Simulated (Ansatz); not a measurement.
System: MgZn3O4.

Space group Cm. The cell comes from a database of computed structures, not from a measurement.

```xyz
16
Lattice="-11.7957 0.0000 0.0000 0.0000 3.2544 0.0000 2.6712 0.0000 -4.9396" Properties=species:S:1:pos:R:3 pbc="T T T"
Mg   -8.6174    0.0000   -0.3954
Mg   -2.7195    1.6272   -0.3954
Zn   -7.2786    1.6272   -2.8861
Zn   -1.3808    0.0000   -2.8861
Zn   -5.4529    0.0000   -0.8388
Zn    0.4450    1.6272   -0.8388
Zn   -4.1238    1.6272   -3.2841
Zn    1.7741    0.0000   -3.2841
O   -10.3477    0.0000   -1.3393
O    -4.4498    1.6272   -1.3393
O    -9.0359    1.6272   -3.8276
O    -3.1381    0.0000   -3.8276
O    -5.8571    1.6272   -4.2479
O     0.0408    0.0000   -4.2479
O    -7.2047    0.0000   -1.7638
O    -1.3068    1.6272   -1.7638
```

Level of theory: DFT r2SCAN, scalar-relativistic, plane waves, PAW (Ansatz).

What makes up the frontier states of this crystal?

It is gapped, with a Kohn–Sham gap of 1.8 eV on the k-point mesh.
- The top of the valence band: O 2p (75 %) and Zn 3d (25 %) by Löwdin projection on a minimal orbital set; in space O about 70 %, Zn about 30 % and Mg little.
- The bottom of the conduction band: Zn 4s (50 %), O 2s (25 %) and Mg 3s (15 %) by Löwdin projection on a minimal orbital set; in space O about 65 %, Zn about 35 % and Mg little. The two measures disagree here: the projection uses a minimal set of atomic orbitals, while the spatial cells share out diffuse density by volume.

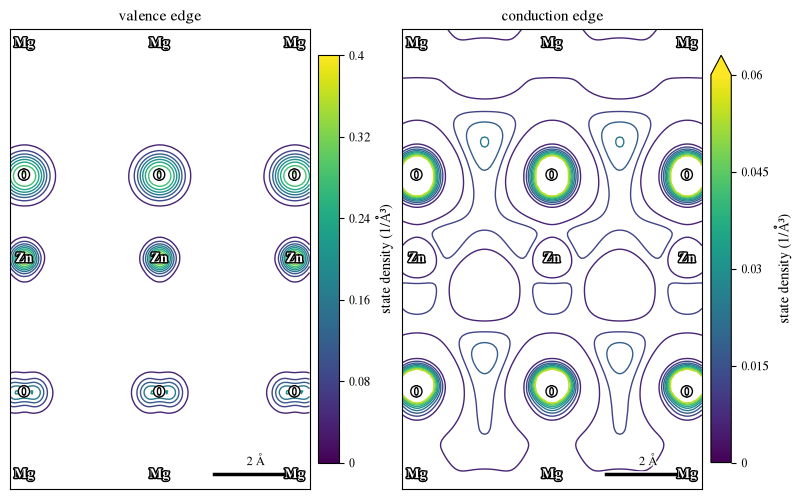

Computed densities of these states (windows −0.6 to 0.0 eV and +1.8 to +2.4 eV about the valence-band maximum) on the (101̄) plane of the conventional cell.

In a PAW calculation such maps are meaningful between the atoms, not at the nuclei.

Cost of the run: 78 s on 2 threads of AMD EPYC (Zen 3) (shared host), peak memory 0.8 GiB.
